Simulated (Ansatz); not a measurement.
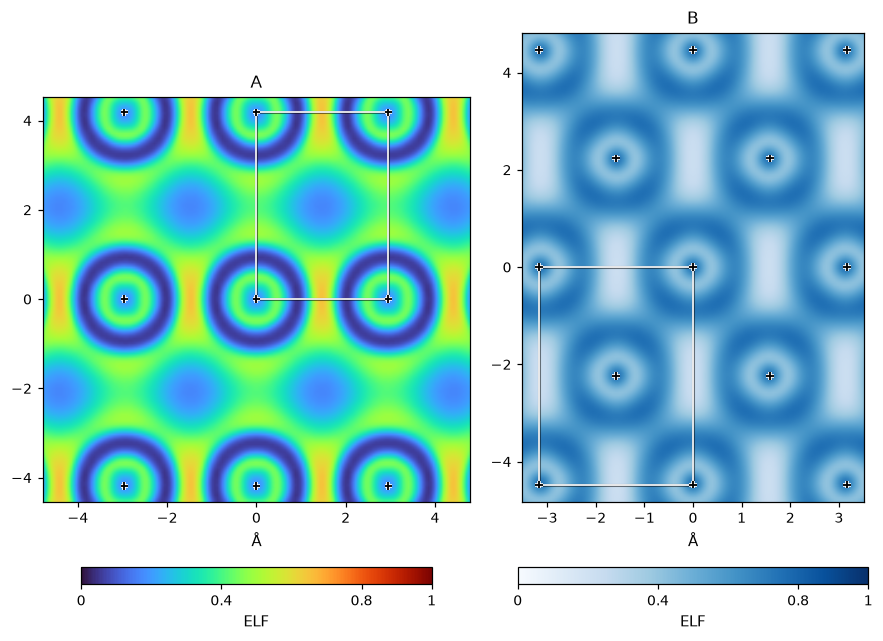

The electron localisation function of 2 systems, each on a plane through atoms (crosses mark nuclei in the plane).

The calculation used DFT, LDA (PW92), plane waves (420 eV) with PAW, scalar-relativistic (Ansatz).

System 1: Mg, the (011) plane of the conventional cell. Space group Pm-3m; set up as Mg, simple cubic; a generated structure, not necessarily the stable one.

```yaml
crystal:
  lattice:
    - [2.95812, 0.00000, 0.00000]
    - [0.00000, 2.95812, 0.00000]
    - [0.00000, 0.00000, 2.95812]
  atoms:
    - { symbol: Mg, position: [0.00000, 0.00000, 0.00000] }
```

System 2: Si, the (011) plane of the conventional cell. Space group Im-3m; set up as Si, bcc; a generated structure, not necessarily the stable one; changed on purpose from its base cell (volume × 1.12); computed pressure about −9 GPa in this cell.

```
CELL_PARAMETERS angstrom
3.16051 0.00000 0.00000
0.00000 3.16051 0.00000
0.00000 0.00000 3.16051
ATOMIC_POSITIONS crystal
Si 0.00000 0.00000 0.00000
Si 0.50000 0.50000 0.50000
```

Match each panel to its system.

Answer. Panel A is system 1, Mg: the plane holds Mg. Mg–Mg (2.96 Å): the ELF peaks at about 0.65 between the atoms. Panel B is system 2, Si: the plane holds Si. Si–Si (2.74 Å): the ELF peaks at about 0.75 between the atoms.
